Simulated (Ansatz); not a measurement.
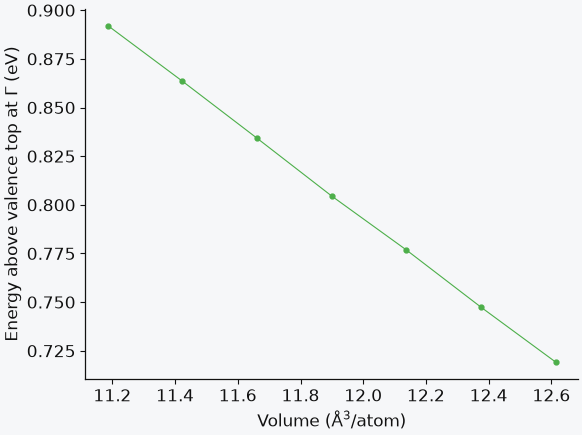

Lowest conduction level at Γ, counted from the valence-band top at Γ.

System: wurtzite ZnO, space group P6_3mc, 4 atoms in the cell. The cell is scaled at fixed shape and fractional positions. At 11.90 Å³/atom, a = 3.249 Å, c = 5.206 Å (hexagonal axes). Computed with Ansatz: PBE with D3(BJ) dispersion, Ansatz PAW, no spin polarisation, no spin-orbit coupling, 9×9×5 k mesh, 420 eV cutoff.

How does this level move from 11.19 Å³/atom to 12.61 Å³/atom?

Γ falls by 0.17 eV.

What is the deformation potential dE/d ln V?

A straight line against ln V has a slope of −1.4 eV at Γ.

The values:
| volume | Γ (eV) |
| --- | --- |
| 11.19 Å³/atom | 0.89 |
| 11.42 Å³/atom | 0.86 |
| 11.66 Å³/atom | 0.83 |
| 11.90 Å³/atom | 0.80 |
| 12.14 Å³/atom | 0.78 |
| 12.38 Å³/atom | 0.75 |
| 12.61 Å³/atom | 0.72 |

LDA, GGA and most meta-GGA functionals understate gaps.
